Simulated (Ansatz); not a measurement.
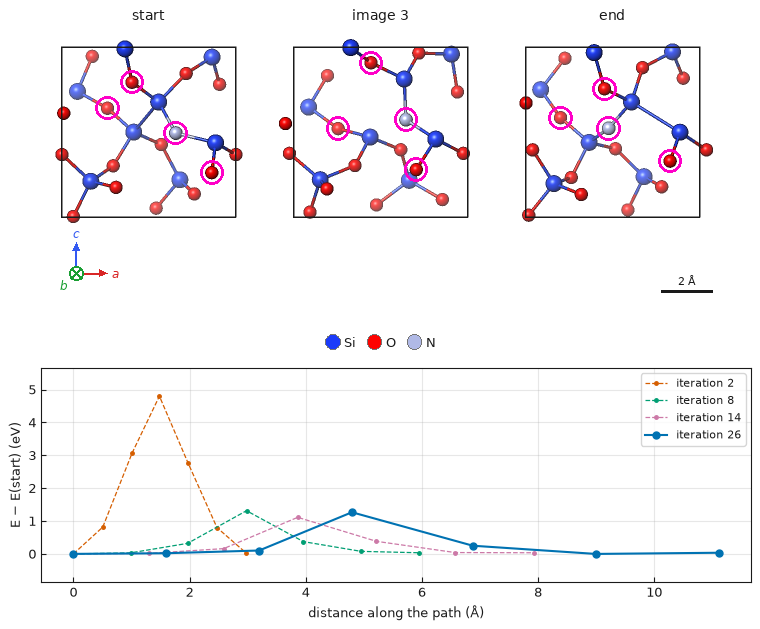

A search for the minimum-energy path of SiO2 with an O vacancy (23 atoms in the cell) by the nudged elastic band. Images are numbered from 0 (start) to 6 (end). The plot follows the band through its iterations. The picture is a ball-and-stick view of the simulation cell (origin moved), seen along the b axis. The atoms that move most are ringed. Bonds to atoms that aren't drawn are left out.

Computed with Ansatz 0.2.0, DFT PBEsol, scalar-relativistic, plane waves, PAW. Set-up: plane-wave cutoff 420 eV; k-point mesh 2 × 2 × 2; Fermi-Dirac smearing 0.02 eV; spin collinear; 5 movable images; climbing image; force threshold 0.05 eV/Å; iteration limit 26; spring constant 2.0 eV/Å²; starting path by straight interpolation.

**Did the band converge, and can the barrier be trusted?**

The result isn't final. The band hadn't converged when the run stopped after 26 iterations. The barrier read from it is provisional, though the highest image hardly moved in the last two iterations. The first iteration put the highest image at 14.69 eV. The energy climbs by 1.27 eV to image 3 and then falls by 1.23 eV, so the end point sits at +0.03 eV.

Limits of the set-up: the periodic images lie only 6.8 Å apart, so the values are limited by the cell's size.

Cost: 32 min on 2 threads of Arm Neoverse V2 (shared host), peak memory 1.9 GiB.

PAW datasets: the set soft_1.
